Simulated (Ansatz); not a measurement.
# Run report: Hf₃N₅, geometry relaxation (part 1 of 3)

- system: Hf₃N₅ (slab, 8 atoms in the cell)
- method: DFT, PBEsol, plane waves, PAW (Ansatz 0.2.0)

The structure derives from an entry of the Crystallography Open Database. The run did not end well. The input holds or restrains some coordinates. Forces given for the steps count only the free coordinates.

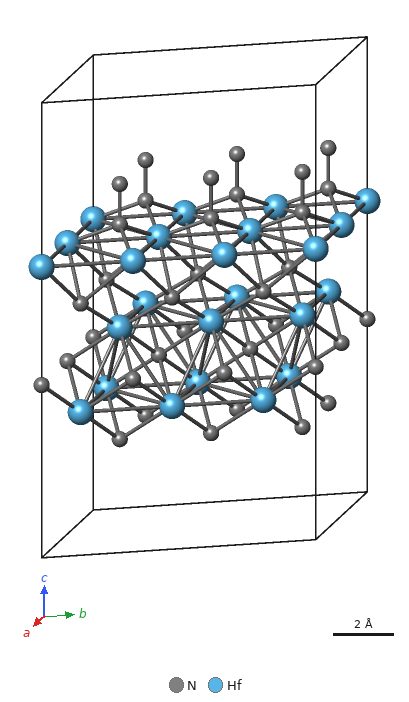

*The structure as given in the input (ball-and-stick view of the 2 × 3 repeat of the cell, with the vacuum cut short, seen slightly off an axis). An atom can appear more than once, as a periodic image.*

## The input
```yaml
crystal:
  lattice:
    - [3.1830776023, 0.0, 0.0]
    - [-1.5915388012, 2.7566260658, 0.0]
    - [0.0, 0.0, 26.7969159374]
  atoms:
    - { symbol: "N", position: [0.3333333333, 0.6666666667, 0.3172006816] }
    - { symbol: Hf, position: [0.6666666667, 0.3333333333, 0.3656945453] }
    - { symbol: "N", position: [0.0, 0.0, 0.414188409] }
    - { symbol: Hf, position: [0.3333333333, 0.6666666667, 0.4632402669] }
    - { symbol: "N", position: [0.6666666667, 0.3333333333, 0.5076141085] }
    - { symbol: Hf, position: [0.0, 0.0, 0.5685910099] }
    - { symbol: "N", position: [0.3333333333, 0.6666666667, 0.5980476649] }
    - { symbol: "N", position: [0.3333333333, 0.6666666667, 0.6510388376] }
  symmetry: { detect: false }
basis:
  ecutwfc: 420
kpoints:
  mp_grid: { grid: [9, 9, 1] }
hamiltonian:
  xc: pbesol
scf:
  occupations: { method: gaussian, width: 0.1 }
output:
  forces: true
  eigenvalues: true
relax:
  adjacent_minimum: "off"
  f_tol: 0.03
  max_steps: 70
  constraints: [{ sites: [0, 1, 2] }]
efield:
  axis: 3
  dipole_correction: true
  ramp_width: 0.04
```

Launch command:
```bash
ansatz run input.yaml --threads 2 --pin off --max-ram 5120MiB --backend cpu --events-out ev --progress --plain --runs-dir out
```

## Log
```
the start keeps a symmetry that the run doesn't impose, so 5 atoms are moved at random by 1.00e-2 Å, to let the relaxation leave a saddle point. relax.escape_saddle: false keeps them in place
Engine: ansatz 0.2.0, x86_64-unknown-linux-gnu
Pseudopotentials: kind: paw
Pseudopotential: N, paw, valence charge 5, recommended cutoff 420 eV (normal), N.paw.azcp
Pseudopotential: Hf, paw, valence charge 26, recommended cutoff 420 eV (normal), Hf.paw.azcp
Functional definition: PBEsol
  exchange = pbesol_x
  correlation = pbesol_c
Crystal: 8 atoms, lattice volume = 235.131 Å³
Basis set: ecut = 420 eV, 4613 PW (Γ), exchange–correlation on 48×48×360 points (8 copies of the dense FFT grid, shifted against one another)
Bands: 62, of which v1, the nominal top of the filled ones, is band 52 counted from 1 (51 counted from 0)
Symmetry: 1 space group operations
k-points: 41 of 81 (time reversal used)
Non-local potential: N, projectors of the file, l = 0: 2, l = 1: 2, l = 2: 1
Non-local potential: Hf, projectors of the file, l = 0: 3, l = 1: 2, l = 2: 2, l = 3: 3
PAW form: soft (Blöchl's): semilocal exchange-correlation on the pseudo side does not see the compensation charge
PAW frozen core: N, regenerated for the run's functional, and the local potential with it (the file was generated under x = pbe(κ = 0.804, μ = 0.2195149727645171), c = pbe(β = 0.06672455060314922))
PAW frozen core: Hf, regenerated for the run's functional, and the local potential with it (the file was generated under x = pbe(κ = 0.804, μ = 0.2195149727645171), c = pbe(β = 0.06672455060314922))
PAW one-centre angular grid: N, 110 points (default); XC on 64 Gauss nodes
PAW one-centre angular grid: Hf, 590 points (default); XC on 64 Gauss nodes
Initial density: superposition of atomic densities (neutral atoms: chi_scale 0, normalization atom), corrected by the library's trained network
Initial wavefunctions: pseudopotential atomic-orbital guess
Functional: x = pbesol(κ = 0.804, μ = 0.12345679012345678), c = pbesol(β = 0.046)
SCF iter   1: F=—  HF=-48691.391384 eV  |F-HF|=—  |Δ(HF+E_count)|=         —  Δρ=2.05e-2  dr2=6.11e0  ethr=1.77e-3  p=0.070 e·Å  D=5.35e-2 V/Å  ΔV_dip=-1.43 eV  dr2_dipole=1.16e0  V_vac-E_F(+/−)=7.01/8.44 eV  ⟨swp⟩=7.5  Hψ=10794  notcnv=0  defer=35
efield: sawtooth ramp at fractional position 0.9641 (placed from the atoms, in the widest stretch of the axis that holds none; the zero of the levels goes with the place), width 0.0400; the density the first Hamiltonian is built on has a dipole p = 0.070 e·Å; the dipole correction subtracts the counter field D = 5.35e-2 V/Å, which shifts the + side's vacuum level by -1.43 eV against the − side's; the planar-averaged density in the ramp window peaks in size at 3.2e-5 e/Å³
preconditioner: auto → LDOS  [metal: Δε(μ)=0.085 eV  Ē_g=16.694 eV  σ=0.100 eV  W_gap=0.43  n_scr=50 (ndim 8)  ℏωp=23.8 eV  f_vac=0.587  D(μ)=6.00/eV (n_scr^D=18)  β→1.0]
SCF iter   2: F=—  HF=-48691.244181 eV  |F-HF|=—  |Δ(HF+E_count)|=   1.47e-1  Δρ=1.25e-2  dr2=2.67e0  ethr=1.77e-3  p=0.063 e·Å  D=4.84e-2 V/Å  ΔV_dip=-1.30 eV  dr2_dipole=1.15e-1  V_vac-E_F(+/−)=6.99/8.29 eV  ⟨swp⟩=3.0  Hψ=3735  notcnv=0  defer=157
SCF iter   3: F=—  HF=-48691.125921 eV  |F-HF|=—  |Δ(HF+E_count)|=   1.18e-1  Δρ=5.98e-3  dr2=3.79e-1  ethr=1.77e-3  p=0.064 e·Å  D=4.95e-2 V/Å  ΔV_dip=-1.33 eV  dr2_dipole=9.37e-2  V_vac-E_F(+/−)=6.92/8.25 eV  ⟨swp⟩=2.6  Hψ=3213  notcnv=0  defer=116
SCF iter   4: F=—  HF=-48691.119681 eV  |F-HF|=—  |Δ(HF+E_count)|=   6.24e-3  Δρ=3.19e-3  dr2=5.15e-2  ethr=3.68e-4  p=0.060 e·Å  D=4.58e-2 V/Å  ΔV_dip=-1.23 eV  dr2_dipole=3.45e-3  V_vac-E_F(+/−)=6.96/8.18 eV  ⟨swp⟩=2.0  Hψ=2619  notcnv=0  defer=113
SCF iter   5: F=—  HF=-48691.116995 eV  |F-HF|=—  |Δ(HF+E_count)|=   2.69e-3  Δρ=1.44e-3  dr2=2.07e-2  ethr=5.00e-5  p=0.058 e·Å  D=4.48e-2 V/Å  ΔV_dip=-1.20 eV  dr2_dipole=5.58e-4  V_vac-E_F(+/−)=6.98/8.18 eV  ⟨swp⟩=2.0  Hψ=2623  notcnv=0  defer=113
SCF iter   6: F=—  HF=-48691.115707 eV  |F-HF|=—  |Δ(HF+E_count)|=   1.29e-3  Δρ=1.10e-3  dr2=1.01e-2  ethr=2.01e-5  p=0.058 e·Å  D=4.45e-2 V/Å  ΔV_dip=-1.19 eV  dr2_dipole=2.54e-3  V_vac-E_F(+/−)=6.98/8.18 eV  ⟨swp⟩=2.0  Hψ=2863  notcnv=0  defer=113
SCF iter   7: F=—  HF=-48691.115425 eV  |F-HF|=—  |Δ(HF+E_count)|=   2.82e-4  Δρ=6.13e-4  dr2=3.73e-3  ethr=9.80e-6  p=0.058 e·Å  D=4.43e-2 V/Å  ΔV_dip=-1.19 eV  dr2_dipole=7.05e-4  V_vac-E_F(+/−)=6.99/8.18 eV  ⟨swp⟩=1.4  Hψ=2571  notcnv=0  defer=113
SCF iter   8: F=—  HF=-48691.115350 eV  |F-HF|=—  |Δ(HF+E_count)|=   7.53e-5  Δρ=1.31e-4  dr2=1.49e-4  ethr=3.62e-6  p=0.057 e·Å  D=4.42e-2 V/Å  ΔV_dip=-1.18 eV  dr2_dipole=1.25e-5  V_vac-E_F(+/−)=6.99/8.18 eV  ⟨swp⟩=1.5  Hψ=2530  notcnv=0  defer=113
SCF iter   9: F=-48691.115362 eV  HF=-48691.115369 eV  |F-HF|=6.42e-6  |Δ(HF+E_count)|=   1.91e-5  Δρ=5.79e-5  dr2=9.39e-6  ethr=2.18e-8  p=0.058 e·Å  D=4.43e-2 V/Å  ΔV_dip=-1.19 eV  dr2_dipole=1.71e-7  V_vac-E_F(+/−)=6.99/8.18 eV  ⟨swp⟩=16.2  Hψ=16007  notcnv=0
SCF 1 converged in 9 iterations: F = -48691.115362 eV  dr2 = 9.39e-6
  greatest PAW one-centre occupation: 0.998 electrons in one spin orbital (limit 2), on the Hf atom at site 5 (counted from 0), in its partial waves of l = 3
relax step   1: F+E_penalty+E_count = -48691.11536243 eV  Δ(F+E_penalty+E_count) = +0.000e0 eV  max|allowed force component| = 5.266e0 eV/Å  Δτ_max = 0.0000 Å  (9 SCF iters, dr2 threshold 2.25e-5 eV, accepted)
Initial density: handed on by an earlier stage of this run
Initial wavefunctions: those handed on with the density
iter 1 solved again at ethr=1.17e-3 eV; its pass at ethr=3.10e-3 eV (dr2=1.20e0 eV) is discarded
SCF iter   1: F=—  HF=-48691.897256 eV  |F-HF|=—  |Δ(HF+E_count)|=         —  Δρ=1.43e-2  dr2=1.22e0  ethr=1.17e-3  p=0.058 e·Å  D=4.43e-2 V/Å  ΔV_dip=-1.19 eV  dr2_dipole=5.83e-3  V_vac-E_F(+/−)=7.06/8.24 eV  ⟨swp⟩=1.8  Hψ=10239  notcnv=0  defer=132
efield: sawtooth ramp at fractional position 0.9641 (handed on by an earlier solve), width 0.0400; the density the first Hamiltonian is built on has a dipole p = 0.058 e·Å; the dipole correction subtracts the counter field D = 4.43e-2 V/Å, which shifts the + side's vacuum level by -1.19 eV against the − side's; the planar-averaged density in the ramp window peaks in size at 1.2e-6 e/Å³
preconditioner: auto → LDOS  [metal: Δε(μ)=0.001 eV  Ē_g=16.744 eV  σ=0.100 eV  W_gap=0.01  n_scr=50 (ndim 8)  ℏωp=23.8 eV  f_vac=0.591  D(μ)=10.05/eV (n_scr^D=100)  β→1.0]
SCF iter   2: F=—  HF=-48691.798681 eV  |F-HF|=—  |Δ(HF+E_count)|=   9.86e-2  Δρ=7.79e-3  dr2=5.48e-1  ethr=1.17e-3  p=0.061 e·Å  D=4.66e-2 V/Å  ΔV_dip=-1.25 eV  dr2_dipole=7.23e-2  V_vac-E_F(+/−)=7.01/8.26 eV  ⟨swp⟩=2.4  Hψ=4096  notcnv=0  defer=132
SCF iter   3: F=—  HF=-48691.779044 eV  |F-HF|=—  |Δ(HF+E_count)|=   1.96e-2  Δρ=3.82e-3  dr2=1.33e-1  ethr=5.32e-4  p=0.062 e·Å  D=4.80e-2 V/Å  ΔV_dip=-1.29 eV  dr2_dipole=1.07e-2  V_vac-E_F(+/−)=6.96/8.24 eV  ⟨swp⟩=2.7  Hψ=3840  notcnv=0  defer=136
SCF iter   4: F=—  HF=-48691.773488 eV  |F-HF|=—  |Δ(HF+E_count)|=   5.56e-3  Δρ=1.87e-3  dr2=1.97e-2  ethr=1.29e-4  p=0.064 e·Å  D=4.94e-2 V/Å  ΔV_dip=-1.32 eV  dr2_dipole=1.69e-3  V_vac-E_F(+/−)=6.93/8.26 eV  ⟨swp⟩=2.1  Hψ=4622  notcnv=0  defer=151
SCF iter   5: F=—  HF=-48691.767565 eV  |F-HF|=—  |Δ(HF+E_count)|=   5.92e-3  Δρ=6.91e-4  dr2=2.14e-3  ethr=1.92e-5  p=0.065 e·Å  D=4.96e-2 V/Å  ΔV_dip=-1.33 eV  dr2_dipole=2.59e-4  V_vac-E_F(+/−)=6.92/8.25 eV  ⟨swp⟩=3.0  Hψ=5701  notcnv=0  defer=137
SCF iter   6: F=—  HF=-48691.767736 eV  |F-HF|=—  |Δ(HF+E_count)|=   1.71e-4  Δρ=3.93e-4  dr2=1.81e-3  ethr=2.08e-6  p=0.065 e·Å  D=4.97e-2 V/Å  ΔV_dip=-1.33 eV  dr2_dipole=4.64e-4  V_vac-E_F(+/−)=6.92/8.25 eV  ⟨swp⟩=2.1  Hψ=3870  notcnv=0  defer=137
SCF iter   7: F=—  HF=-48691.767800 eV  |F-HF|=—  |Δ(HF+E_count)|=   6.44e-5  Δρ=2.14e-4  dr2=5.23e-4  ethr=1.76e-6  p=0.064 e·Å  D=4.96e-2 V/Å  ΔV_dip=-1.33 eV  dr2_dipole=1.43e-4  V_vac-E_F(+/−)=6.92/8.24 eV  ⟨swp⟩=1.2  Hψ=2475  notcnv=0  defer=137
SCF iter   8: F=—  HF=-48691.767815 eV  |F-HF|=—  |Δ(HF+E_count)|=   1.50e-5  Δρ=1.03e-4  dr2=7.72e-5  ethr=9.71e-8  p=0.064 e·Å  D=4.95e-2 V/Å  ΔV_dip=-1.33 eV  dr2_dipole=3.82e-6  V_vac-E_F(+/−)=6.92/8.24 eV  ⟨swp⟩=15.6  Hψ=16053  notcnv=0
SCF iter   9: F=-48691.767779 eV  HF=-48691.767810 eV  |F-HF|=3.14e-5  |Δ(HF+E_count)|=   4.54e-6  Δρ=8.38e-5  dr2=3.66e-5  ethr=7.49e-8  p=0.064 e·Å  D=4.95e-2 V/Å  ΔV_dip=-1.33 eV  dr2_dipole=2.05e-6  V_vac-E_F(+/−)=6.92/8.24 eV  ⟨swp⟩=6.5  Hψ=9479  notcnv=0
SCF 2 converged in 9 iterations: F = -48691.767779 eV  dr2 = 3.66e-5
  greatest PAW one-centre occupation: 0.998 electrons in one spin orbital (limit 2), on the Hf atom at site 1 (counted from 0), in its partial waves of l = 0
relax step   2: F+E_penalty+E_count = -48691.76777895 eV  Δ(F+E_penalty+E_count) = -6.524e-1 eV  max|allowed force component| = 5.742e0 eV/Å  Δτ_max = 0.1936 Å  (9 SCF iters, dr2 threshold 1.00e-4 eV, accepted)
[... from here on the SCF iterations and repeated set-up lines of each step are left out, up to the last step ...]
SCF 3 converged in 10 iterations: F = -48692.151602 eV  dr2 = 1.97e-5
relax step   3: F+E_penalty+E_count = -48692.15160242 eV  Δ(F+E_penalty+E_count) = -3.838e-1 eV  max|allowed force component| = 1.238e1 eV/Å  Δτ_max = 0.1945 Å  (10 SCF iters, dr2 threshold 1.00e-4 eV, accepted)
SCF 4 converged in 7 iterations: F = -48692.938000 eV  dr2 = 3.30e-5
relax step   4: F+E_penalty+E_count = -48692.93800043 eV  Δ(F+E_penalty+E_count) = -7.864e-1 eV  max|allowed force component| = 2.625e0 eV/Å  Δτ_max = 0.1941 Å  (7 SCF iters, dr2 threshold 1.00e-4 eV, accepted)
SCF 5 converged in 7 iterations: F = -48693.076585 eV  dr2 = 6.25e-5
relax step   5: F+E_penalty+E_count = -48693.07658479 eV  Δ(F+E_penalty+E_count) = -1.386e-1 eV  max|allowed force component| = 1.473e0 eV/Å  Δτ_max = 0.2000 Å  (7 SCF iters, dr2 threshold 1.00e-4 eV, accepted)
SCF 6 converged in 7 iterations: F = -48693.047233 eV  dr2 = 2.19e-5
relax step   6: F+E_penalty+E_count = -48693.04723273 eV  Δ(F+E_penalty+E_count) = +2.935e-2 eV  max|allowed force component| = 1.783e0 eV/Å  Δτ_max = 0.2000 Å  (7 SCF iters, dr2 threshold 1.00e-4 eV, rejected (line search))
SCF 7 converged in 10 iterations: F = -48693.112615 eV  dr2 = 7.37e-8
relax step   7: F+E_penalty+E_count = -48693.11261490 eV  Δ(F+E_penalty+E_count) = -3.603e-2 eV  max|allowed force component| = 1.772e-1 eV/Å  Δτ_max = 0.0971 Å  (10 SCF iters, accepted)
SCF 8 converged in 10 iterations: F = -48693.136165 eV  dr2 = 2.62e-8
relax step   8: F+E_penalty+E_count = -48693.13616540 eV  Δ(F+E_penalty+E_count) = -2.355e-2 eV  max|allowed force component| = 4.408e-1 eV/Å  Δτ_max = 0.1000 Å  (10 SCF iters, dr2 threshold 1.96e-6 eV, accepted)
SCF 9 converged in 7 iterations: F = -48693.196945 eV  dr2 = 9.68e-7
relax step   9: F+E_penalty+E_count = -48693.19694485 eV  Δ(F+E_penalty+E_count) = -6.078e-2 eV  max|allowed force component| = 7.151e-1 eV/Å  Δτ_max = 0.1500 Å  (7 SCF iters, dr2 threshold 1.21e-5 eV, accepted)
SCF 10 converged in 5 iterations: F = -48693.225301 eV  dr2 = 2.51e-6
relax step  10: F+E_penalty+E_count = -48693.22530093 eV  Δ(F+E_penalty+E_count) = -2.836e-2 eV  max|allowed force component| = 5.607e-1 eV/Å  Δτ_max = 0.0578 Å  (5 SCF iters, dr2 threshold 1.00e-4 eV, accepted)
SCF 11 converged in 6 iterations: F = -48693.289659 eV  dr2 = 7.39e-6
relax step  11: F+E_penalty+E_count = -48693.28965863 eV  Δ(F+E_penalty+E_count) = -6.436e-2 eV  max|allowed force component| = 3.714e-1 eV/Å  Δτ_max = 0.1956 Å  (6 SCF iters, dr2 threshold 1.00e-4 eV, accepted)
SCF 12 converged in 6 iterations: F = -48693.316154 eV  dr2 = 1.21e-5
relax step  12: F+E_penalty+E_count = -48693.31615436 eV  Δ(F+E_penalty+E_count) = -2.650e-2 eV  max|allowed force component| = 9.139e-1 eV/Å  Δτ_max = 0.2000 Å  (6 SCF iters, dr2 threshold 6.05e-5 eV, accepted)
SCF 13 converged in 7 iterations: F = -48693.358714 eV  dr2 = 4.00e-6
relax step  13: F+E_penalty+E_count = -48693.35871423 eV  Δ(F+E_penalty+E_count) = -4.256e-2 eV  max|allowed force component| = 2.113e-1 eV/Å  Δτ_max = 0.1972 Å  (7 SCF iters, dr2 threshold 1.00e-4 eV, accepted)
iter 1 solved again at ethr=1.53e-3 eV; its pass at ethr=3.10e-3 eV (dr2=1.58e0 eV) is discarded
```
